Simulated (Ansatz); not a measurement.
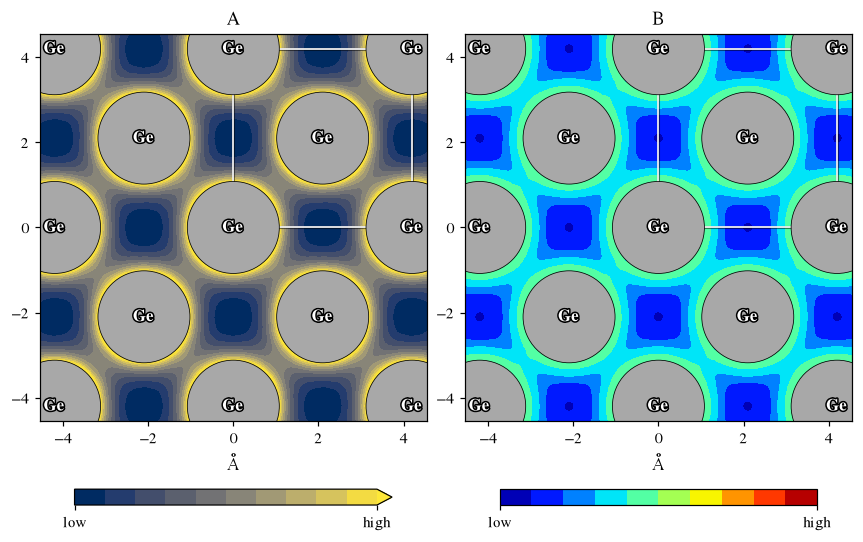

Ge: 2 fields on the (010) plane of the conventional cell, with unlabelled colour scales. Grey discs cover the atomic cores.

Space group Fm-3m; a structure from a database of computed crystals, not necessarily the ambient phase.

Theory: Ansatz, DFT PBE, plane waves, PAW.

Match the panels to the quantities (electron localisation function and valence pseudo-density).

Answer. Panel A: valence pseudo-density. Panel B: electron localisation function. From the grid: Ge–Ge (2.97 Å): the density is about 0.21 e/Å³ at the midpoint; the ELF is about 0.30 at the midpoint.
